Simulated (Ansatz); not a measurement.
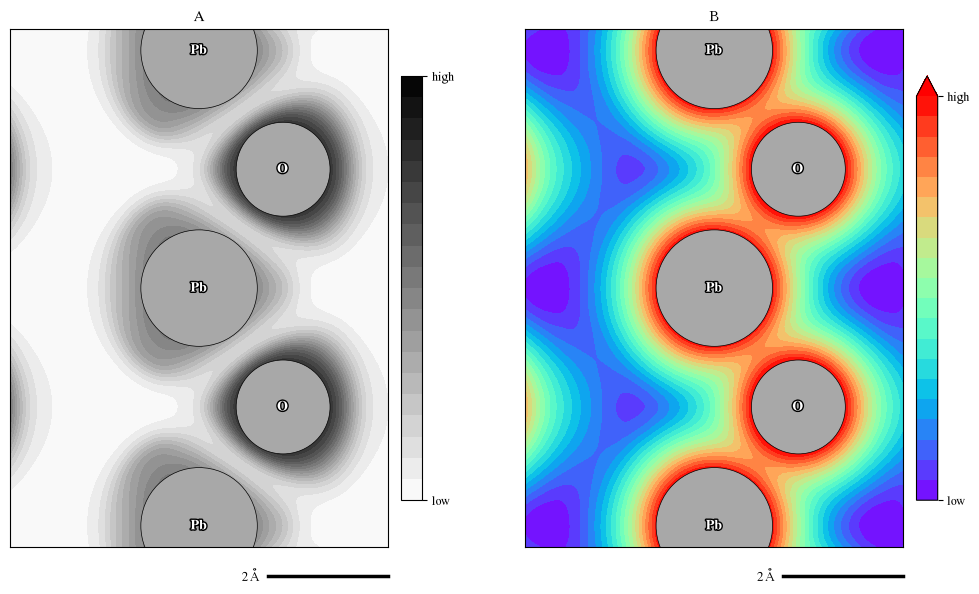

PbO: 2 fields on the (011) plane of the conventional cell, with unlabelled colour scales. Grey discs cover the atomic cores.

Space group F-43m; started from the zincblende prototype, which need not be the ambient phase.

These are results of DFT, HSE06, plane waves, PAW (Ansatz 0.2.0), not measurements.

Q: Match the panels to the quantities (electron localisation function and valence pseudo-density).

A: Panel A: electron localisation function. Panel B: valence pseudo-density. From the grid: Pb–O (2.43 Å): the density is about 0.37 e/Å³ at the midpoint; the ELF is about 0.15 at the midpoint (no localised pair shows between them).
